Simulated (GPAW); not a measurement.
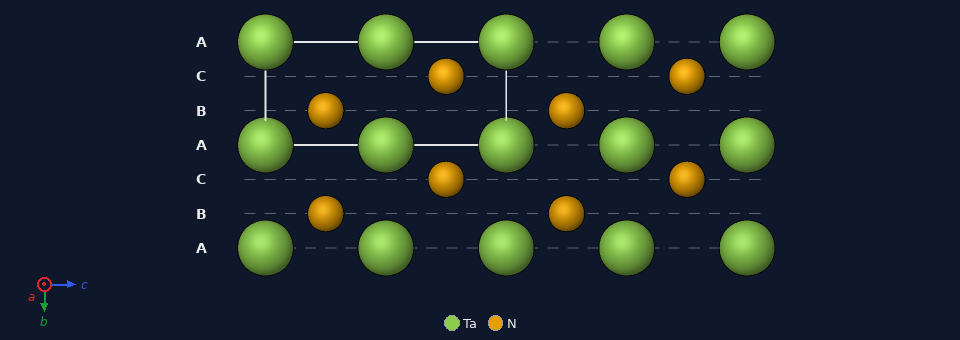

The picture looks along a close-packed row of the hexagonal mesh; c points to the right. The dashed lines mark the three columns A (0, 0), B (1/3, 2/3) and C (2/3, 1/3). The sequence starts with the first layer at or above the cell's origin.

TaN. Coordinates: a cell listed in the Materials Project, as set up for an electronic-structure calculation.

### List the layers of one repeat.

Ta(A) – N(B) – Ta(A) – N(C) (four layers in 5.92 Å).

### How are the N layers alone stacked?

N layers alone: BC, the hexagonal close-packed type.

### Which positions between or in the N layers do the other atoms fill?

Ta: two octahedral sites (per hexagonal cell).

Heights of the layers:

```tsv
layer	atoms (column)	height (Å)	to next (Å)
1	Ta(A)	0.00	1.48
2	N(B)	1.48	1.48
3	Ta(A)	2.96	1.48
4	N(C)	4.44	1.48
```
